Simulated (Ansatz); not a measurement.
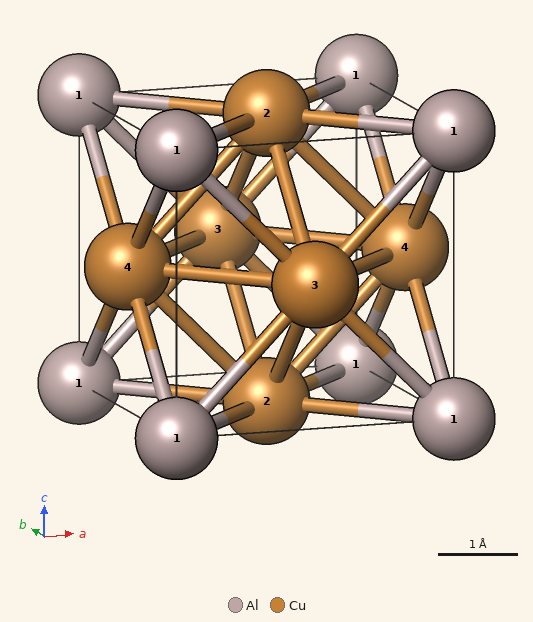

*The input geometry (ball-and-stick view of the cell of the calculation, seen slightly off an axis; atoms are numbered from 1 in the order of the input). An atom can appear more than once, as a periodic image.*

## Run report: AlCu3, single-point calculation

System: AlCu3 (Pm-3m, 4 atoms in the cell).
Method: DFT r2SCAN, scalar-relativistic, plane waves, PAW, no spin polarisation (Ansatz 0.2.0).

The structure derives from a Materials Project entry. It belongs to a series of runs on one base structure; here: volume × 1.10. Figures and captions count atoms from 1; the log counts them from 0 in places.

### Log
```
Engine: ansatz 0.2.0, x86_64-unknown-linux-gnu
Pseudopotentials: kind: paw
Pseudopotential: Al, paw, valence charge 3, recommended cutoff 500 eV (meta_gga), Al.paw.azcp
Pseudopotential: Cu, paw, valence charge 19, recommended cutoff 500 eV (meta_gga), Cu.paw.azcp
Functional definition: r2SCAN
  parameter k0 = 0.174
  parameter k1 = 0.065
  parameter a1 = 4.9479
  exchange = r2scan_x(k0 = k0, k1 = k1, a1 = a1)
  correlation = r2scan_c
Crystal: 4 atoms, lattice volume = 53.131 Å³
Basis set: ecut = 500 eV, 1357 PW (Γ), exchange–correlation on 120×120×120 points (64 copies of the dense FFT grid, shifted against one another)
Bands: 36, of which v1, the nominal top of the filled ones, is band 30 counted from 1 (29 counted from 0)
Symmetry: 48 space group operations
Space group: Pm-3m (ITA 221), of the structure as read, at distance tolerance 3.8e-5 Å
k-points: 84 of 1728
Non-local potential: Al, projectors of the file, l = 0: 2, l = 1: 2, l = 2: 1
Non-local potential: Cu, projectors of the file, l = 0: 3, l = 1: 2, l = 2: 3, l = 3: 1
PAW form: soft (Blöchl's): semilocal exchange-correlation on the pseudo side does not see the compensation charge
PAW frozen core: Al, regenerated for the run's functional (the file was generated under x = pbe(κ = 0.804, μ = 0.2195149727645171), c = pbe(β = 0.06672455060314922))
PAW frozen core: Cu, regenerated for the run's functional (the file was generated under x = pbe(κ = 0.804, μ = 0.2195149727645171), c = pbe(β = 0.06672455060314922))
PAW one-centre angular grid: Al, 302 points (default); XC on 160 Gauss nodes
PAW one-centre angular grid: Cu, 590 points (default); XC on 160 Gauss nodes
Initial density: superposition of atomic densities (neutral atoms: chi_scale 0, normalization atom), corrected by the library's trained network
Initial wavefunctions: pseudopotential atomic-orbital guess
Functional: x = r2scan, c = r2scan; τ floored in thin density (d = 2e-4 eV/Å³)
SCF iter   1: F=—  HF=-20434.772923 eV  |F-HF|=—  |Δ(HF+E_count)|=         —  Δρ=3.88e-2  dr2=4.97e-1  dr2_τ=6.60e-3  ethr=1.77e-3  ⟨swp⟩=5.3  Hψ=10547  notcnv=0  defer=30
preconditioner: auto → Kerker (q_TF=auto, 2.784 Å⁻¹)  [metal: Δε(μ)=0.080 eV  Ē_g=8.897 eV  σ=0.100 eV  W_gap=0.42  n_scr=18 (ndim 8)  ℏωp=30.6 eV  f_vac=0.000  D(μ)=0.47/eV (n_scr^D=0)]
SCF iter   2: F=—  HF=-20434.748956 eV  |F-HF|=—  |Δ(HF+E_count)|=   2.40e-2  Δρ=1.81e-2  dr2=7.59e-2  dr2_τ=4.01e-3  ethr=8.28e-4  ⟨swp⟩=2.1  Hψ=5472  notcnv=0  defer=115
SCF iter   3: F=—  HF=-20434.705009 eV  |F-HF|=—  |Δ(HF+E_count)|=   4.39e-2  Δρ=7.94e-3  dr2=3.04e-2  dr2_τ=1.23e-4  ethr=1.27e-4  ⟨swp⟩=2.0  Hψ=5368  notcnv=0  defer=115
SCF iter   4: F=—  HF=-20434.697292 eV  |F-HF|=—  |Δ(HF+E_count)|=   7.72e-3  Δρ=1.31e-3  dr2=1.16e-3  dr2_τ=1.64e-5  ethr=5.06e-5  ⟨swp⟩=1.2  Hψ=3727  notcnv=0  defer=113
SCF iter   5: F=—  HF=-20434.697878 eV  |F-HF|=—  |Δ(HF+E_count)|=   5.86e-4  Δρ=5.63e-4  dr2=3.07e-4  dr2_τ=2.37e-6  ethr=1.93e-6  ⟨swp⟩=2.0  Hψ=4489  notcnv=0  defer=113
SCF iter   6: F=—  HF=-20434.697817 eV  |F-HF|=—  |Δ(HF+E_count)|=   6.09e-5  Δρ=2.88e-4  dr2=4.32e-5  dr2_τ=1.45e-7  ethr=5.12e-7  ⟨swp⟩=2.1  Hψ=4330  notcnv=0  defer=113
SCF iter   7: F=—  HF=-20434.697808 eV  |F-HF|=—  |Δ(HF+E_count)|=   9.16e-6  Δρ=5.16e-5  dr2=9.02e-7  dr2_τ=7.58e-9  ethr=7.20e-8  ⟨swp⟩=2.0  Hψ=4130  notcnv=0  defer=113
SCF iter   8: F=-20434.697808 eV  HF=-20434.697808 eV  |F-HF|=1.49e-8  |Δ(HF+E_count)|=   1.80e-7  Δρ=8.63e-6  dr2=4.13e-8  dr2_τ=2.43e-10  ethr=1.67e-10  ⟨swp⟩=12.1  Hψ=20774  notcnv=0
SCF 1 converged in 8 iterations: F = -20434.697808 eV  dr2 = 4.13e-8
  greatest PAW one-centre occupation: 1.000 electrons in one spin orbital (limit 2), on the Cu atom at site 3 (counted from 0), in its partial waves of l = 0
SCF converged after 8 iterations
Free energy (F): -20434.697808 eV
Harris-Foulkes:  -20434.697808 eV  (|F-HF|=1.49e-8)
Internal energy: -20434.693762 eV  (E = F + TS)
E sigma→0 (E₀):  -20434.695785 eV
Entropy (-TS):   -0.004046 eV (-1.011 meV/atom)
Fermi energy:    13.451715 eV
--- Per-component energies (eV) ---
  E_band       = -1323.944479
  E_kinetic    = 919.188036
  E_local      = -14457.301379  (includes V_loc(G=0)·N_el)
  E_nonlocal   = 1194.149132
  E_hartree    = 6436.047949
  E_xc         = -286.746166
  E_vxc        = -403.827945  (∫ρ·V_xc dr)
  E_paw        = -5507.270102  (= ΣΔE_a)
  E_vpaw       = -1476.714455  (= ΣTr[D̂ρ^β])
  E_aug_tail   = 0.000431  (compensation charges beyond the density's cutoff)
  E_vtau       = 28.445489  (kinetic-family band-sum trace: ∫τ·v_τ [+ j·A + Jᵃ·Aᵃ] dr)
  E_ewald      = -8731.798229
  E_core_change = -0.963432  (= ΣΔE_core)
  E_smearing   = -0.004046  (= −TS)
  E_closure    = 0.000000  (closes the sum)
  Σ components = -20434.697808   (vs F -20434.697808, Δ=0.00e0)
--- Forces (eV/Å), atoms counted from 1 ---
  atom   1  Al    -0.00000000     0.00000000     0.00000000
  atom   2  Cu    -0.00000000     0.00000000     0.00000000
  atom   3  Cu    -0.00000000    -0.00000000    -0.00000000
  atom   4  Cu     0.00000000     0.00000000     0.00000000
  max |Σ_I F_I| component: 7.49e-29 eV/Å
--- Stress (GPa, compression-positive) ---
      -11.483487       0.000000       0.000000
        0.000000     -11.483487       0.000000
        0.000000       0.000000     -11.483487
  P = ⅓ Tr σ = -11.4835 GPa (-114.835 kbar)
--- Band table (eV; the first three rows and the last of 84) ---
  k-point 0: bands = ["-103.2674", "-103.2596", "-103.2596", "-59.1216", "-59.1216", "-59.1216", "-59.1103", "-59.1103", "-59.1103", "-59.0073", "-59.0073", "-59.0073", "3.0238", "8.4767", "8.9874", "8.9874", "9.2659", "9.2659", "9.2659", "10.5147", "10.5147", "10.5147", "11.0400", "11.0400", "11.2374", "11.4838", "11.4838", "11.4838", "13.2641", "13.2641", "13.2641", "17.6830", "17.6830", "18.2869", "23.9594", "23.9594"]
  k-point 1: bands = ["-103.2673", "-103.2598", "-103.2596", "-59.1213", "-59.1213", "-59.1213", "-59.1104", "-59.1104", "-59.1103", "-59.0076", "-59.0074", "-59.0074", "3.1028", "8.4952", "8.9497", "9.0270", "9.2750", "9.2750", "9.2803", "10.4914", "10.4914", "10.5003", "11.0127", "11.0407", "11.2178", "11.3878", "11.3878", "11.4838", "12.7939", "13.4515", "13.4515", "17.7044", "17.9781", "18.6788", "23.4593", "23.4593"]
  k-point 2: bands = ["-103.2669", "-103.2601", "-103.2596", "-59.1205", "-59.1205", "-59.1204", "-59.1107", "-59.1107", "-59.1103", "-59.0085", "-59.0078", "-59.0078", "3.3384", "8.5006", "8.8453", "9.1407", "9.3011", "9.3011", "9.3218", "10.4270", "10.4270", "10.4591", "10.9267", "11.0405", "11.1613", "11.1841", "11.1841", "11.4840", "11.8951", "13.9281", "13.9281", "17.7693", "18.1817", "20.0498", "22.1946", "22.1946"]
  k-point 83: bands = ["-103.2622", "-103.2622", "-103.2622", "-59.1334", "-59.1334", "-59.1334", "-59.0940", "-59.0940", "-59.0940", "-59.0513", "-58.9931", "-58.9931", "7.3287", "8.7290", "8.7290", "8.7290", "10.0678", "10.0678", "10.0678", "10.5727", "10.5727", "10.5727", "10.6216", "10.6216", "10.6216", "10.7014", "10.7014", "11.3207", "11.3207", "11.3207", "12.2942", "14.5618", "15.1134", "15.1134", "15.1134", "30.1599"]
```

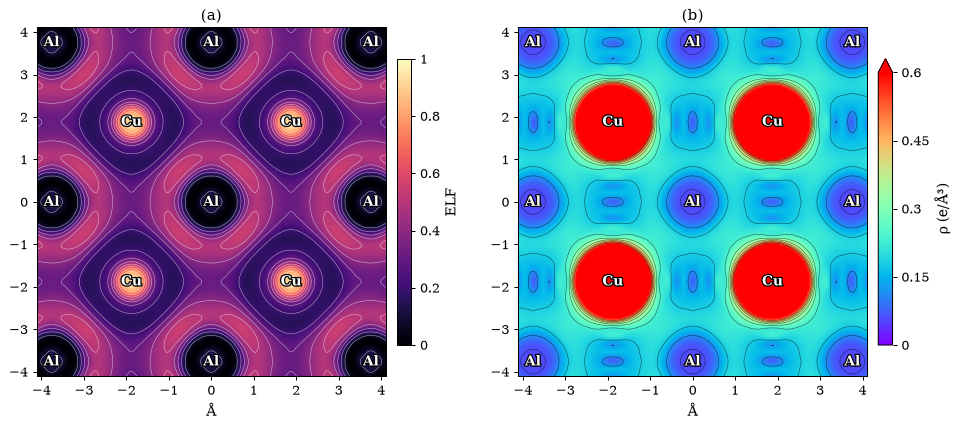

*(a) electron localisation function; (b) valence pseudo-density on the (100) plane of the conventional cell.*

Al–Cu (2.66 Å): ρ at the midpoint is about 0.23 e/Å³; the ELF is about 0.40 at the midpoint, as expected for nearly free electrons, as in a simple metal. Away from the nuclei the density in this plane falls to 0.07 e/Å³ at its lowest. The strong features right at Cu lie inside the PAW spheres (semicore, d or f shells) and say nothing about bonding. The fields are those of the smooth PAW valence density.

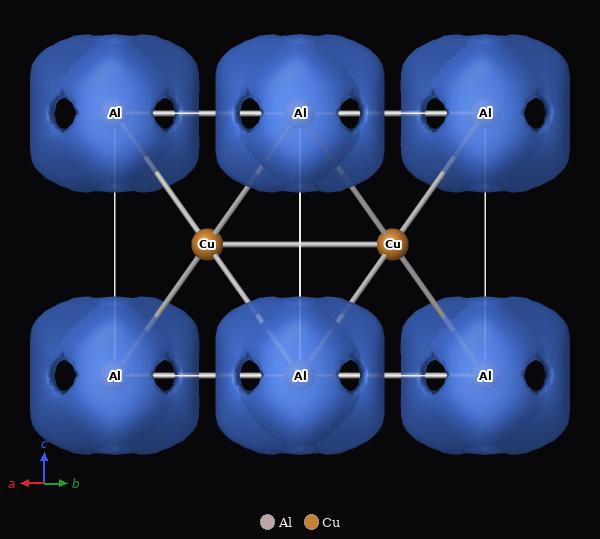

*Isosurface of the ELF at 0.5 (blue), seen along [110]. Core shells and regions of very low density are left out. Sticks mark near contacts. The outline is the cell set on symmetry axes.*

Values along the shortest contacts: Al–Cu (2.66 Å): the ELF is about 0.40 at the midpoint, which marks nearly free electrons, as in a simple metal. Cu–Cu (2.66 Å): the ELF is about 0.25 at the midpoint (no localised pair between them).

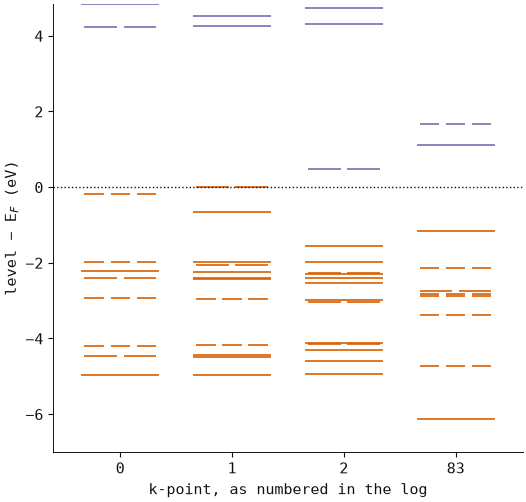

*Kohn–Sham levels near the Fermi level (dotted) at the few k-points that the log prints; levels within 0.02 eV of each other stand side by side.*

The system is metallic on the full mesh.

This output came from the following input.

### The input
```yaml
crystal:
  lattice:
    - [3.7593745829, 0.0, 0.0]
    - [0.0, 3.7593745829, 0.0]
    - [0.0, 0.0, 3.7593745829]
  atoms:
    - { symbol: Al, position: [0.0, 0.0, 0.0] }
    - { symbol: Cu, position: [0.5, 0.5, 0.0] }
    - { symbol: Cu, position: [0.5, 0.0, 0.5] }
    - { symbol: Cu, position: [0.0, 0.5, 0.5] }
basis:
  ecutwfc: 500
kpoints:
  mp_grid: { grid: [12, 12, 12] }
hamiltonian:
  xc: r2scan
scf:
  occupations: { method: gaussian, width: 0.1 }
output:
  forces: true
  stress: true
  eigenvalues: true
  write_density: true
  write_potential: true
  elf: true
  volumetric_format: npy
```

Launched with:
```bash
ansatz run input.yaml --threads 1 --pin off --max-ram 2560MiB --backend cpu --events-out ev --progress --plain --runs-dir out
```

### Results in brief

```json
{"quantity": "outcome", "value": "converged"}
{"quantity": "space group (tolerance 0.01 Å)", "value": "Pm-3m (221)"}
{"quantity": "electrons treated", "value": "60"}
{"quantity": "free energy", "value": "−20434.6978 eV"}
{"quantity": "Fermi energy", "value": "13.452 eV"}
{"quantity": "gap on the k-point mesh", "value": "none (metallic)"}
{"quantity": "pressure", "value": "−11.48 GPa"}
{"quantity": "largest force (length of the vector)", "value": "under 0.001 eV/Å"}
{"quantity": "hardware", "value": "1 thread of Intel Xeon @ 2.50GHz (Skylake/Cascade Lake), 189 GiB of memory available, shared host"}
{"quantity": "wall time", "value": "38 s"}
{"quantity": "peak memory", "value": "0.55 GiB"}
```

### Remarks

The cell is under a tension of 11.5 GPa at this level, so it is not at its equilibrium volume.
